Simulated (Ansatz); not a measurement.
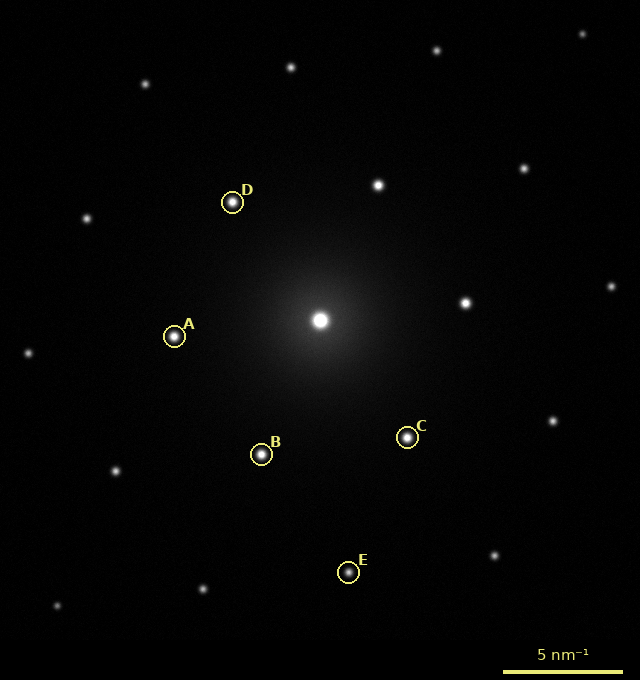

Simulated selected-area electron diffraction pattern (200 kV, kinematic approximation, thin crystal, B = 0.5 Å² for all atoms). The zone axis points towards the electron source and the pattern is seen from the source side.

The sample is Ni, space group Pm-3m (No. 221), a = 2.285 Å. Structure: the input geometry of an electronic-structure calculation (not necessarily at equilibrium); the starting structure was generated, so it need not be a known form of this composition.

Spot A is indexed 0 -1 1 and spot B 1 -1 0.

### Index the other marked spots.

C = −A + B = 1 0 -1 (d = 1.616 Å). D = A − B = -1 0 1 (d = 1.616 Å). E = −A + 2B = 2 -1 -1 (d = 0.933 Å).

### Find the zone axis.

The cross product of A and B is parallel to [111]; every spot obeys hu + kv + lw = 0.
